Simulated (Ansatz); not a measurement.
## Run report: BN, single-point calculation (part 2 of 2)

The same run, continued: BN (48 atoms in the cell); DFT PBE, scalar-relativistic, plane waves, PAW, no spin polarisation (Ansatz 0.2.0); cutoff 420 eV, 2×2×2 k-mesh, Gaussian smearing of 0.05 eV. The structure derives from a Materials Project entry.

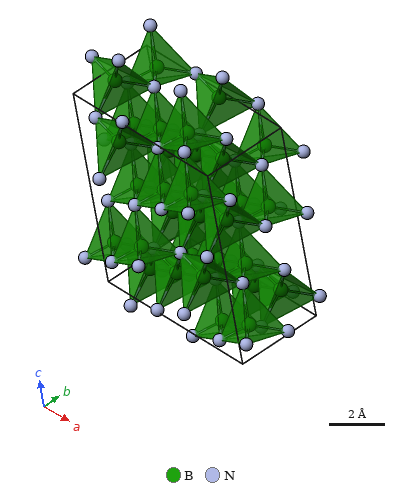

**Figure 1.** The structure as given in the input (polyhedral view of the cell of the calculation, seen slightly off an axis; polyhedra are completed across the faces of the cell). An atom can appear more than once, as a periodic image.

### Log, continued
```
SCF iter   1: F=—  HF=-13013.786886 eV  |F-HF|=—  |Δ(HF+E_count)|=         —  Δρ=2.78e-3  dr2=1.16e-2  ethr=1.77e-3  ⟨swp⟩=6.0  Hψ=2978  notcnv=0  defer=90
preconditioner: auto → Resta (q_TF=auto, 2.552 Å⁻¹)  ε∞=4.0  [insulator: Δε(μ)=5.198 eV  Ē_g=17.451 eV  σ=0.050 eV  W_gap=1.00  n_scr=78 (ndim 8)  ℏωp=30.4 eV  f_vac=0.000  D(μ)=0.00/eV (n_scr^D=0)  ε∞_Penn≈4.0]
SCF iter   2: F=—  HF=-13013.788892 eV  |F-HF|=—  |Δ(HF+E_count)|=   2.01e-3  Δρ=1.02e-3  dr2=1.24e-3  ethr=6.05e-6  ⟨swp⟩=2.0  Hψ=1142  notcnv=0  defer=132
SCF iter   3: F=—  HF=-13013.790597 eV  |F-HF|=—  |Δ(HF+E_count)|=   1.70e-3  Δρ=4.46e-4  dr2=2.77e-4  ethr=6.47e-7  ⟨swp⟩=2.4  Hψ=994  notcnv=0  defer=7
automatic band count: iteration 3 solves 111 bands in place of 144: the levels show a gap, and the empty bands left out lie too high to hold charge; the band table lists the bands solved (type scf.n_extra_bands for more)
SCF iter   4: F=—  HF=-13013.791051 eV  |F-HF|=—  |Δ(HF+E_count)|=   4.54e-4  Δρ=4.97e-5  dr2=4.40e-6  ethr=1.44e-7  ⟨swp⟩=2.0  Hψ=937  notcnv=0  defer=7
SCF iter   5: F=—  HF=-13013.790987 eV  |F-HF|=—  |Δ(HF+E_count)|=   6.39e-5  Δρ=5.67e-6  dr2=4.48e-8  ethr=2.29e-9  ⟨swp⟩=2.0  Hψ=991  notcnv=0  defer=7
SCF iter   6: F=-13013.790987 eV  HF=-13013.790987 eV  |F-HF|=2.12e-9  |Δ(HF+E_count)|=   4.76e-8  Δρ=9.18e-7  dr2=1.62e-9  ethr=2.33e-11  ⟨swp⟩=8.0  Hψ=2033  notcnv=0
SCF 1 converged in 6 iterations: F = -13013.790987 eV  dr2 = 1.62e-9
  greatest PAW one-centre occupation: 0.787 electrons in one spin orbital (limit 2), on the N atom at site 47 (counted from 0), in its partial waves of l = 0
SCF converged after 6 iterations
Free energy (F): -13013.790987 eV
Harris-Foulkes:  -13013.790987 eV  (|F-HF|=2.12e-9)
Internal energy: -13013.790987 eV  (E = F + TS)
E sigma→0 (E₀):  -13013.790987 eV
Fermi energy:    13.774957 eV
--- Per-component energies (eV) ---
  E_band       = 612.458631
  E_kinetic    = 4441.673675
  E_local      = -4254.703378  (includes V_loc(G=0)·N_el)
  E_nonlocal   = 1356.523873
  E_hartree    = 1195.842357
  E_xc         = -2239.707965
  E_vxc        = -2785.603408  (∫ρ·V_xc dr)
  E_paw        = -4953.444579  (= ΣΔE_a)
  E_vpaw       = -537.117687  (= ΣTr[D̂ρ^β])
  E_aug_tail   = 0.002439  (compensation charges beyond the density's cutoff)
  E_ewald      = -8559.977409
  E_smearing   = -0.000000  (= −TS)
  E_closure    = -0.000000  (closes the sum)
  Σ components = -13013.790987   (vs F -13013.790987, Δ=0.00e0)
--- Forces (eV/Å), atoms counted from 1 ---
  atom   1  B     -0.00120093     0.00069336     0.01582908
  atom   2  B     -0.00120093     0.00069336     0.01582908
  atom   3  B     -0.00120093     0.00069336     0.01582908
  atom   4  B     -0.00120093     0.00069336     0.01582908
  atom   5  B     -0.00120093     0.00069336     0.01582908
  atom   6  B     -0.00120093     0.00069336     0.01582908
  atom   7  B     -0.00120093     0.00069336     0.01582908
  atom   8  B     -0.00120093     0.00069336     0.01582908
  atom   9  B     -0.00120093     0.00069336     0.01582908
  atom  10  B     -0.00120093     0.00069336     0.01582908
  atom  11  B     -0.00120093     0.00069336     0.01582908
  atom  12  B     -0.00120093     0.00069336     0.01582908
  atom  13  B      0.00120093    -0.00069336     0.01582908
  atom  14  B      0.00120093    -0.00069336     0.01582908
  atom  15  B      0.00120093    -0.00069336     0.01582908
  atom  16  B      0.00120093    -0.00069336     0.01582908
  atom  17  B      0.00120093    -0.00069336     0.01582908
  atom  18  B      0.00120093    -0.00069336     0.01582908
  atom  19  B      0.00120093    -0.00069336     0.01582908
  atom  20  B      0.00120093    -0.00069336     0.01582908
  atom  21  B      0.00120093    -0.00069336     0.01582908
  atom  22  B      0.00120093    -0.00069336     0.01582908
  atom  23  B      0.00120093    -0.00069336     0.01582908
  atom  24  B      0.00120093    -0.00069336     0.01582908
  atom  25  N     -0.00124479     0.00071868    -0.01582803
  atom  26  N     -0.00124479     0.00071868    -0.01582803
  atom  27  N     -0.00124479     0.00071868    -0.01582803
  atom  28  N     -0.00124479     0.00071868    -0.01582803
  atom  29  N     -0.00124479     0.00071868    -0.01582803
  atom  30  N     -0.00124479     0.00071868    -0.01582803
  atom  31  N     -0.00124479     0.00071868    -0.01582803
  atom  32  N     -0.00124479     0.00071868    -0.01582803
  atom  33  N     -0.00124479     0.00071868    -0.01582803
  atom  34  N     -0.00124479     0.00071868    -0.01582803
  atom  35  N     -0.00124479     0.00071868    -0.01582803
  atom  36  N     -0.00124479     0.00071868    -0.01582803
  atom  37  N      0.00124479    -0.00071868    -0.01582803
  atom  38  N      0.00124479    -0.00071868    -0.01582803
  atom  39  N      0.00124479    -0.00071868    -0.01582803
  atom  40  N      0.00124479    -0.00071868    -0.01582803
  atom  41  N      0.00124479    -0.00071868    -0.01582803
  atom  42  N      0.00124479    -0.00071868    -0.01582803
  atom  43  N      0.00124479    -0.00071868    -0.01582803
  atom  44  N      0.00124479    -0.00071868    -0.01582803
  atom  45  N      0.00124479    -0.00071868    -0.01582803
  atom  46  N      0.00124479    -0.00071868    -0.01582803
  atom  47  N      0.00124479    -0.00071868    -0.01582803
  atom  48  N      0.00124479    -0.00071868    -0.01582803
  max |Σ_I F_I| component: 2.53e-5 eV/Å
--- Band table (eV; the first three rows and the last of 5) ---
  k-point 0: bands = ["-9.1216", "-7.3813", "-7.3813", "-6.0617", "-6.0617", "-6.0617", "-6.0617", "-6.0617", "-6.0617", "-6.0617", "-6.0617", "-5.0717", "-5.0197", "-4.3326", "-4.3326", "-4.3326", "-4.3326", "-3.8776", "-3.8776", "-3.8776", "-3.8776", "-3.8448", "-3.8448", "-3.7975", "0.3426", "1.2320", "1.2320", "1.2320", "1.2320", "1.7464", "2.0339", "2.0339", "2.0613", "2.0613", "3.4212", "4.0052", "4.0052", "4.0053", "4.0053", "4.3137", "4.5902", "4.5902", "4.5902", "4.5902", "4.5902", "4.5902", "4.5902", "4.5902", "4.6142", "4.6142", "5.5450", "5.5450", "5.7864", "5.7864", "5.7979", "5.7979", "5.7980", "5.7980", "6.2366", "6.8049", "6.9066", "6.9066", "6.9066", "6.9066", "6.9066", "6.9066", "6.9066", "6.9066", "7.4405", "7.4405", "7.4405", "7.4405", "7.5526", "7.5526", "7.6223", "7.6223", "7.6223", "7.6223", "7.7289", "7.7289", "7.7289", "7.7289", "7.7289", "7.7289", "7.7289", "7.7289", "9.0058", "9.0058", "9.0700", "9.0700", "9.0739", "9.2234", "9.2234", "10.8949", "11.1681", "11.1681", "16.3818", "16.3818", "17.7290", "17.7290", "17.7290", "17.7290", "17.8609", "19.1070", "19.5147", "19.5148", "19.5183", "19.5183", "19.7036", "19.9733", "19.9733"]
  k-point 1: bands = ["-8.6740", "-8.6740", "-6.4463", "-6.4463", "-6.4463", "-6.4463", "-5.4870", "-5.4870", "-5.0648", "-5.0648", "-5.0648", "-5.0648", "-5.0648", "-5.0648", "-5.0648", "-5.0648", "-4.7313", "-4.7313", "-4.6832", "-4.6832", "-3.6513", "-3.6513", "-3.2862", "-3.2862", "0.7862", "0.7862", "1.9921", "1.9921", "2.5916", "2.5916", "2.5916", "2.5916", "2.5916", "2.5916", "2.5916", "2.5916", "3.0455", "3.0455", "3.2366", "3.2366", "3.7491", "3.7491", "3.9370", "3.9370", "4.6923", "4.6923", "4.7476", "4.7476", "4.9111", "4.9111", "4.9111", "4.9111", "5.4809", "5.4809", "6.6210", "6.6210", "6.9392", "6.9392", "6.9392", "6.9392", "6.9392", "6.9392", "6.9392", "6.9392", "7.0674", "7.0674", "7.1226", "7.1226", "7.1226", "7.1226", "7.3512", "7.3512", "7.4622", "7.4622", "7.6009", "7.6009", "7.7180", "7.7180", "7.7180", "7.7180", "7.7180", "7.7180", "7.7180", "7.7180", "8.1217", "8.1217", "8.5291", "8.5291", "8.5291", "8.5291", "9.7666", "9.7666", "10.4594", "10.4594", "10.6117", "10.6117", "17.4644", "17.4644", "17.5552", "17.5552", "18.5541", "18.5541", "18.5541", "18.5541", "18.5541", "18.5541", "18.5541", "18.5541", "19.0367", "19.0367", "19.0367"]
  k-point 2: bands = ["-8.3099", "-8.3099", "-7.4530", "-7.4530", "-5.9049", "-5.9049", "-5.9049", "-5.9049", "-5.7141", "-5.7141", "-5.2155", "-5.2155", "-5.0093", "-5.0093", "-4.5355", "-4.5355", "-4.0029", "-4.0029", "-4.0029", "-4.0029", "-3.7352", "-3.7352", "-3.6592", "-3.6592", "1.5611", "1.5611", "2.0261", "2.0261", "2.0261", "2.0261", "2.4204", "2.4204", "2.4737", "2.4737", "2.7299", "2.7299", "2.9198", "2.9198", "3.1331", "3.1331", "3.8039", "3.8039", "3.8039", "3.8039", "4.5895", "4.5895", "4.7046", "4.7046", "5.0453", "5.0453", "5.0453", "5.0453", "5.2713", "5.2713", "5.5742", "5.5742", "6.3563", "6.3563", "6.4170", "6.4170", "6.4170", "6.4170", "6.5188", "6.5188", "6.5763", "6.5763", "6.6894", "6.6894", "7.6528", "7.6528", "7.7035", "7.7035", "7.8304", "7.8304", "8.1690", "8.1690", "8.1690", "8.1690", "8.2406", "8.2406", "8.2814", "8.2814", "8.5746", "8.5746", "8.5746", "8.5746", "8.7279", "8.7279", "9.1045", "9.1045", "9.5351", "9.5351", "9.7265", "9.7265", "10.1675", "10.1675", "18.2508", "18.2508", "18.2508", "18.2508", "18.2962", "18.2962", "18.2994", "18.2994", "18.6996", "18.6996", "19.2792", "19.2792", "19.2792", "19.2792", "19.3631"]
  k-point 4: bands = ["-7.6797", "-7.6797", "-7.3813", "-7.3813", "-7.3813", "-7.3813", "-6.0617", "-6.0617", "-6.0617", "-6.0617", "-5.0717", "-5.0717", "-4.3326", "-4.3326", "-3.8448", "-3.8448", "-3.8448", "-3.8448", "-3.7974", "-3.7974", "-3.7311", "-3.7311", "-3.7311", "-3.7311", "1.2319", "1.2319", "1.7463", "1.7463", "2.0613", "2.0613", "2.0613", "2.0613", "2.3983", "2.3983", "2.3983", "2.3983", "3.4212", "3.4212", "3.5221", "3.5221", "3.5221", "3.5221", "4.3137", "4.3137", "4.5902", "4.5902", "4.5902", "4.5902", "4.6141", "4.6141", "4.6141", "4.6141", "5.4898", "5.4898", "5.5451", "5.5451", "5.5451", "5.5451", "6.2366", "6.2366", "6.8050", "6.8050", "6.9066", "6.9066", "6.9066", "6.9066", "7.4406", "7.4406", "7.5526", "7.5526", "7.5526", "7.5526", "7.6223", "7.6223", "7.7289", "7.7289", "7.7289", "7.7289", "8.1579", "8.1579", "8.1579", "8.1579", "9.0058", "9.0058", "9.0058", "9.0058", "9.0739", "9.0739", "9.2234", "9.2234", "9.2234", "9.2234", "10.0062", "10.0062", "10.0063", "10.0063", "17.7290", "17.7290", "17.8609", "17.8609", "19.1068", "19.1068", "19.5183", "19.5183", "19.5183", "19.5183", "19.9733", "19.9733", "19.9733", "19.9733", "20.0672"]
```

### Results in brief

| quantity | value |
| --- | --- |
| outcome | converged |
| space group (tolerance 0.01 Å) | P6₃mc (186) |
| electrons treated | 192 |
| free energy | −13013.7910 eV |
| Fermi energy | 13.775 eV |
| gap on the k-point mesh | 5.21 eV |
| largest force (length of the vector) | 0.016 eV/Å |
| hardware | 4 threads of Arm Neoverse V1, 24 GiB of memory available, shared host |
| wall time | 3 s (CPU time 11 s) |
| peak memory | 1.2 GiB |

### Notes

The program warns: the structure was made exactly symmetric.
